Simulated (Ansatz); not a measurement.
# Calculations on F33Li31

Part 1: Relaxation

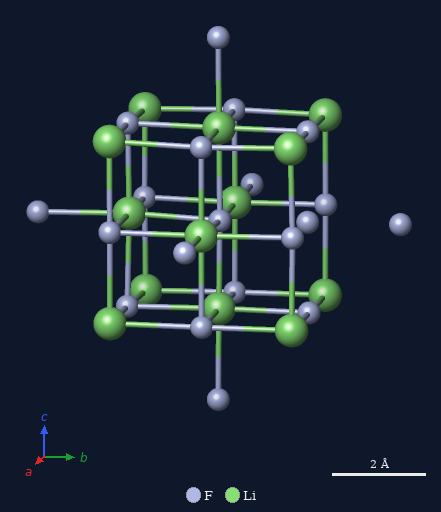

This is the input geometry for a relaxation of a defect cell of composition F$_{33}$Li$_{31}$ (cell charge +2). The picture is a ball-and-stick view of the atoms within 4.2 Å of the atom that moves most (axes of the cell of the calculation), seen slightly off an axis.

The calculation used DFT, PBEsol, PAW, plane waves in Ansatz 0.2.0.

(plane-wave cutoff 420 eV; k-point mesh 1 × 1 × 1; mesh shifted by (0.25, 0.25, 0.25); collinear spin; atoms relaxed in a fixed cell; force threshold 0.03 eV/Å; at most 80 steps)

```
F Li
1.0
     8.01519    0.00000    0.00000
     0.00000    8.01519    0.00000
     0.00000    0.00000    8.01519
F Li
33 31
Direct
  0.24651 0.99951 0.00084
  0.25285 0.00173 0.50363
  0.25324 0.50206 0.00074
  0.24917 0.50067 0.49997
  0.74899 0.99677 0.99807
  0.75515 0.99909 0.50164
  0.74777 0.49882 0.99447
  0.74762 0.50174 0.50254
  0.99757 0.25209 0.99696
  0.00166 0.25144 0.50022
  0.99771 0.75158 0.00059
  0.00118 0.75716 0.50284
  0.50119 0.25112 0.00085
  0.50011 0.25543 0.49527
  0.50108 0.75277 0.00036
  0.49849 0.75319 0.50124
  0.99996 0.00243 0.25128
  0.99841 0.99991 0.74937
  0.00281 0.50341 0.24938
  0.99821 0.50172 0.75106
  0.50456 0.00082 0.25029
  0.49813 0.00090 0.75484
  0.49734 0.50078 0.24833
  0.50340 0.49861 0.74961
  0.49936 0.49738 0.49879
  0.25162 0.25009 0.24991
  0.24891 0.24840 0.75362
  0.24717 0.74939 0.25140
  0.24846 0.74337 0.74902
  0.75112 0.25182 0.24735
  0.75310 0.25096 0.74462
  0.75143 0.74907 0.25341
  0.75031 0.74732 0.74813
  0.99999 0.00334 0.00043
  0.00540 0.99513 0.50279
  0.99718 0.50271 0.99974
  0.99929 0.50052 0.50078
  0.50161 0.99534 0.99674
  0.49515 0.00463 0.50567
  0.49516 0.50480 0.00244
  0.24533 0.24554 0.99864
  0.25265 0.25163 0.49818
  0.25027 0.75125 0.00500
  0.25048 0.74881 0.49977
  0.74960 0.24881 0.99633
  0.75083 0.25063 0.50011
  0.74648 0.75149 0.00082
  0.75118 0.74883 0.50015
  0.24879 0.00441 0.24565
  0.24941 0.00222 0.74745
  0.25177 0.49958 0.25070
  0.24941 0.49962 0.74777
  0.74635 0.99818 0.24815
  0.74945 0.99699 0.75161
  0.75010 0.49944 0.24703
  0.75027 0.49684 0.74958
  0.00216 0.25143 0.24748
  0.00135 0.25052 0.75477
  0.00079 0.75246 0.24689
  0.00292 0.74974 0.75084
  0.49701 0.25221 0.25159
  0.49707 0.25251 0.75083
  0.49968 0.74863 0.24899
  0.49263 0.75102 0.75787
```

> Where does the relaxation end?

The largest move is that of F14, 0.13 Å along [0 −3 1]. Largest moves by element: F 0.13 Å, Li 0.07 Å. The lattice vectors keep their values. Near-neighbour distances that change, for instance: F16–Li39 2.016 → 1.922 Å, F14–Li39 2.012 → 1.923 Å, F6–Li39 2.085 → 2.002 Å, F21–Li53 1.938 → 2.011 Å. Among the angles between lasting bonds that change: F8–Li46–F14 88.2° → 93.1°, F6–Li46–F14 92.1° → 87.4°, Li39–F14–Li62 87.0° → 91.5°. The energy falls by 0.395 eV per cell of the calculation in 3 geometry steps. Largest force component: 1.1 eV/Å at the start, 0.022 eV/Å at the end.

The end point in the same view:

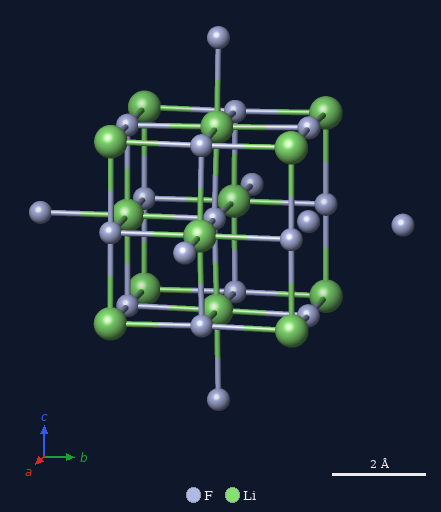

Limits of the set-up: the periodic images lie only 8.0 Å apart, so the values are limited by the cell's size; the cell is charged, on a uniform background, and energies carry no finite-size correction.

Part 2: Relaxation

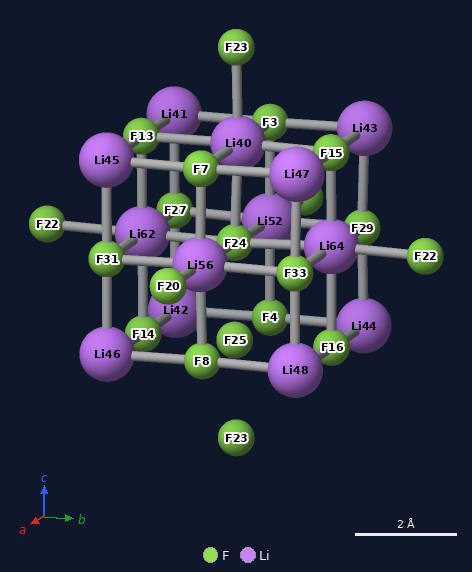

A defect cell of composition F$_{33}$Li$_{31}$, before the relaxation. The picture is a ball-and-stick view of the atoms within 4.2 Å of the atom that moves most (axes of the cell of the calculation (origin shifted)), seen slightly off an axis.

Computed with DFT, PBEsol, PAW, plane waves in Ansatz 0.2.0.

(plane-wave cutoff 420 eV; k-point mesh 1 × 1 × 1; mesh shifted by (0.25, 0.25, 0.25); collinear spin; atoms relaxed in a fixed cell; force threshold 0.03 eV/Å; at most 80 steps)

```xyz
64
Lattice="8.0152 0.0000 0.0000 0.0000 8.0152 0.0000 0.0000 0.0000 8.0152" Properties=species:S:1:pos:R:3 pbc="T T T"
F     1.9759    8.0112    0.0068
F     2.0266    0.0139    4.0367
F     2.0298    4.0241    0.0059
F     1.9971    4.0130    4.0074
F     6.0033    7.9893    7.9997
F     6.0527    8.0079    4.0207
F     5.9935    3.9981    7.9709
F     5.9923    4.0216    4.0279
F     7.9957    2.0206    7.9909
F     0.0133    2.0153    4.0094
F     7.9968    6.0241    0.0047
F     0.0094    6.0687    4.0303
F     4.0171    2.0128    0.0068
F     4.0084    2.0474    3.9697
F     4.0162    6.0336    0.0029
F     3.9955    6.0369    4.0176
F     8.0149    0.0195    2.0140
F     8.0024    8.0145    6.0064
F     0.0225    4.0350    1.9989
F     8.0009    4.0213    6.0199
F     4.0442    0.0065    2.0061
F     3.9926    0.0072    6.0502
F     3.9862    4.0139    1.9904
F     4.0349    3.9964    6.0083
F     4.0025    3.9866    3.9979
F     2.0168    2.0045    2.0031
F     1.9951    1.9910    6.0404
F     1.9811    6.0065    2.0150
F     1.9915    5.9582    6.0035
F     6.0204    2.0184    1.9826
F     6.0363    2.0115    5.9683
F     6.0228    6.0039    2.0311
F     6.0138    5.9899    5.9964
Li    8.0151    0.0268    0.0034
Li    0.0433    7.9761    4.0300
Li    7.9926    4.0293    8.0131
Li    8.0095    4.0117    4.0138
Li    4.0205    7.9778    7.9891
Li    3.9687    0.0371    4.0530
Li    3.9688    4.0460    0.0196
Li    1.9663    1.9681    8.0043
Li    2.0250    2.0169    3.9930
Li    2.0059    6.0214    0.0401
Li    2.0077    6.0019    4.0058
Li    6.0082    1.9942    7.9857
Li    6.0180    2.0089    4.0084
Li    5.9832    6.0233    0.0065
Li    6.0208    6.0020    4.0088
Li    1.9941    0.0354    1.9689
Li    1.9991    0.0178    5.9910
Li    2.0180    4.0042    2.0094
Li    1.9990    4.0046    5.9936
Li    5.9822    8.0006    1.9890
Li    6.0070    7.9911    6.0243
Li    6.0122    4.0031    1.9800
Li    6.0135    3.9822    6.0080
Li    0.0173    2.0152    1.9836
Li    0.0108    2.0080    6.0496
Li    0.0063    6.0311    1.9789
Li    0.0234    6.0093    6.0181
Li    3.9836    2.0215    2.0165
Li    3.9841    2.0239    6.0181
Li    4.0050    6.0004    1.9957
Li    3.9485    6.0195    6.0745
```

Predict the outcome.

Answer. The largest move is that of F24, 0.27 Å roughly along +c. Largest moves by element: F 0.27 Å, Li 0.08 Å. The cell stays as it was. Some distances before and after: F24–Li40 2.028 → 1.737 Å, F23–Li40 1.971 → 1.737 Å, F3–Li40 1.939 → 2.068 Å, F15–Li40 1.988 → 2.064 Å. Bond angles that change, for instance: Li52–F24–Li56 179.5° → 166.7°, F16–Li64–F24 88.6° → 100.3°, Li40–F24–Li64 86.6° → 96.6°. After 8 geometry steps the energy has fallen by 1.088 eV per cell of the calculation. Largest force component: 2 eV/Å at the start, 0.024 eV/Å at the end. Cost: 7.2 s on 1 × NVIDIA GB200 with 8 threads of Arm Neoverse-V2, peak memory 1.6 GiB.

After the run, drawn alike:

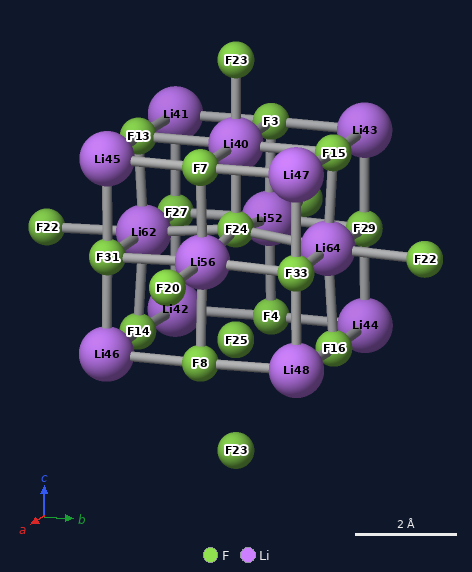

Limits of the set-up: the periodic images lie only 8.0 Å apart, so the values are limited by the cell's size.

Part 3: Defect

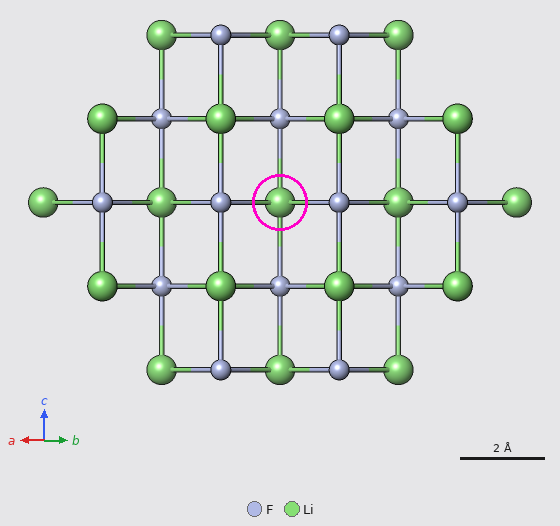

Perfect LiF. Style: ball-and-stick. Shown: the atoms within 6.0 Å of one point, in a slice 5.0 Å thick across the line of sight, along [110].

The calculation used DFT, PBEsol, PAW, plane waves (Ansatz 0.2.0). Set-up: plane-wave cutoff 420 eV; k-point mesh 1 × 1 × 1; mesh shifted by (0.25, 0.25, 0.25); collinear spin. Fermi-Dirac smearing of 0.01 eV. A uniform background neutralises the charged cell. The axes drawn are those of the host's conventional cell.

A lithium atom is replaced by fluorine at the ringed place, in charge state +2. The supercell has 64 sites, and the atoms are relaxed at the host's cell.

How do the neighbours respond?

In the host the Li atom has 6 F at 2.00 Å; the F atom ends with 6 F at 2.08 to 2.09 Å. Of the host's atoms, a fluorine atom moves furthest from its site, by 0.08 Å. The cell's net moment is 4.00 μB.

The relaxed defect, seen from the same direction:

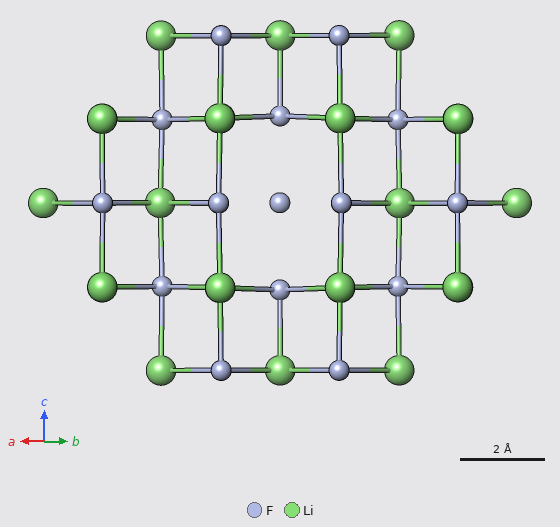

Limits of the set-up: the periodic images lie only 8.0 Å apart, so the values are limited by the cell's size; the cell is charged, on a uniform background, and energies carry no finite-size correction.
